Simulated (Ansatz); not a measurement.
Read the following structure.

```xyz
8
Lattice="6.6088 0.0000 0.0000 0.0000 6.6088 0.0000 0.0000 0.0000 6.6088" Properties=species:S:1:pos:R:3 pbc="T T T"
K     0.0000    0.0000    0.0000
Br    3.3044    0.0000    0.0000
K     0.0000    3.3044    3.3044
Br    3.3044    3.3044    3.3044
K     3.3044    0.0000    3.3044
Br    0.0000    0.0000    3.3044
K     3.3044    3.3044    0.0000
Br    0.0000    3.3044    0.0000
```

Question: Describe the structure that this file defines.

Answer: Formula: KBr. The atoms follow space group Fm-3m (No. 225); the Bravais lattice is face-centred cubic. Its structure type: rock salt (NaCl type). With Z = 4, the cell contains 4 K, 4 Br. K bonds to six Br in an octahedral arrangement at 3.30 Å. Br is surrounded by six K in an octahedral arrangement at 3.30 Å. The bonds build a three-dimensional framework.

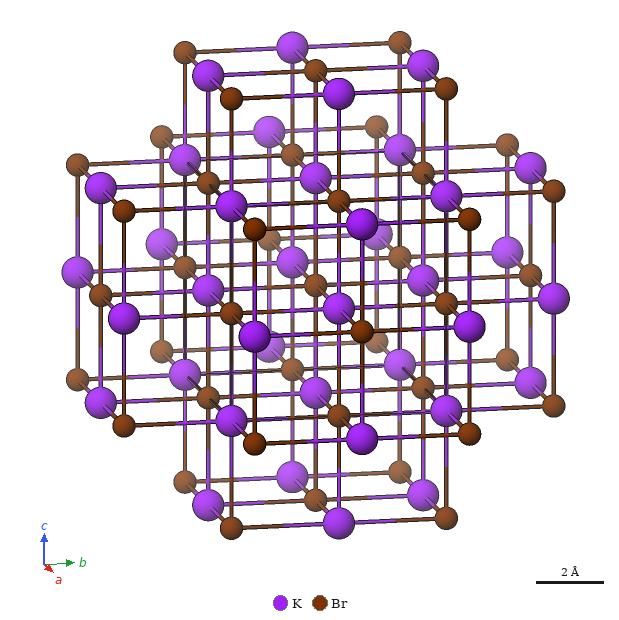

Structure drawing (ball-and-stick), viewed slightly off an axis. The conventional unit cell is drawn as a box. Outside the box, the atoms bonded to those within are drawn. Colours: potassium purple, bromine brown.

Provenance: a structure listed in the Materials Project. A relaxation with Ansatz 0.2.0, DFT r2SCAN, scalar-relativistic, plane waves, PAW gave the geometry drawn.
